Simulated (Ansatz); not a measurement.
A Fermi-surface calculation for Ti (Fm-3m).

Input file:

```yaml
crystal:
  lattice:
    - [0.0, 2.03, 2.03]
    - [2.03, 0.0, 2.03]
    - [2.03, 2.03, 0.0]
  atoms:
    - { symbol: Ti, position: [0.0, 0.0, 0.0] }
basis:
  ecutwfc: 420
kpoints:
  mp_grid: { grid: [16, 16, 16] }
hamiltonian:
  xc: pbe
scf:
  occupations: { method: gaussian, width: 0.05 }
output:
  forces: true
  eigenvalues: true
  eigenstates:
    nscf_kmesh: { grid: [34, 34, 34] }
    top_band: c6
    de_dk: true
    localisation: false
  stress: true
checkpoint:
  write: ck
  compress: false
  write_wavefunctions: false
  write_every: 100000
```

Launched as:

```sh
ansatz run input.yaml --threads 1 --pin off --max-ram 3072MiB --backend cpu --events-out ev --progress --plain --runs-dir out
```

Theory: DFT PBE, scalar-relativistic, plane waves, PAW; levels and slopes on a dense k mesh at the converged density (Ansatz). No spin polarisation. k mesh for the levels: 34×34×34. Unrelaxed database geometry (residual pressure 4 GPa).

Two bands cross the Fermi level; this is a three-dimensional metal. The density of states at the Fermi level is 1.7 states/eV per primitive cell. The intraband plasma frequency is 5.9 eV in all directions.

Band 6: one hole pocket centred at Γ (7.2 % of the zone) and four hole pockets centred at L (each 1.1 % of the zone); mean Fermi speed 3.0 × 10⁵ m/s.
Band 7: an open electron network that joins neighbouring zones in all directions (11 % of the zone); mean Fermi speed 4.0 × 10⁵ m/s.
A pocket cut by a face of the zone is counted once with the part on the opposite face.
The shape of the surface of band 6 changes its kind within 0.04 eV of this level, so small parts may appear, vanish, join or separate.

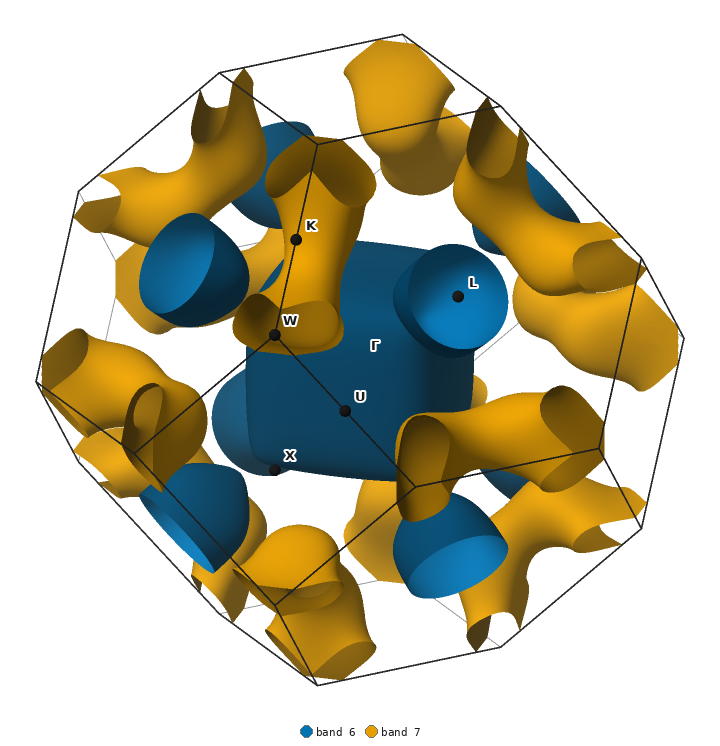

Each colour is one band. The brighter face of a sheet looks towards empty states.

A magnetic state wasn't tried and may lie lower. Necks and pockets thinner than about two mesh steps aren't resolved, so separate pockets may in truth be joined.

The run (self-consistency and the dense mesh) took 9.4 s on 1 thread of Intel(R) Xeon(R) Platinum 8259CL CPU @ 2.50GHz (Skylake/Cascade Lake) (shared host), peak memory 0.42 GiB.
